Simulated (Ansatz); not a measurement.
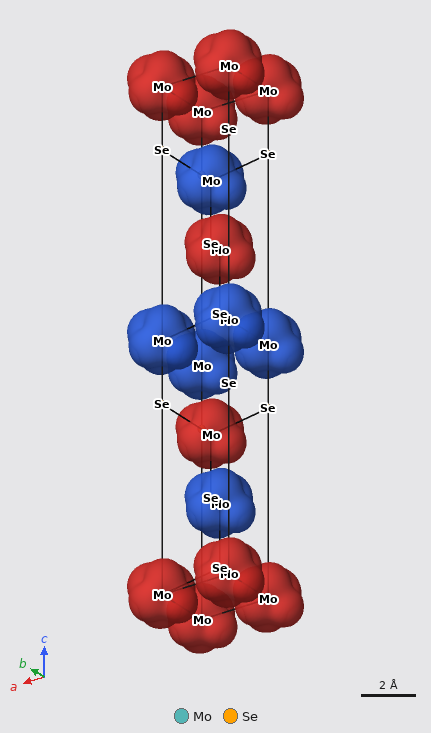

*MoSe. Isosurfaces of the spin density at +0.04 (red) and −0.04 e/Å³ (blue), seen at an oblique angle. Sticks mark near contacts.*

Space group F-43m; started from the zincblende prototype, which need not be the ambient phase; spin-polarised.

Computed with DFT r2SCAN, scalar-relativistic, plane waves, PAW in Ansatz.

The density is the valence pseudo-density of a PAW calculation; it isn't the true density close to the nuclei.

Question: Which atoms carry the moments, and with what signs?

Answer: The spin density sits on Mo: +1.2 μB (×3) and −1.2 μB (×3) in one cell of 12 atoms: antiferromagnetic in this solution, which needn't be the ground state, with some nearest magnetic neighbours parallel and some opposed. The cell of the calculation (4 atoms) carries 0.0 μB of net spin moment.
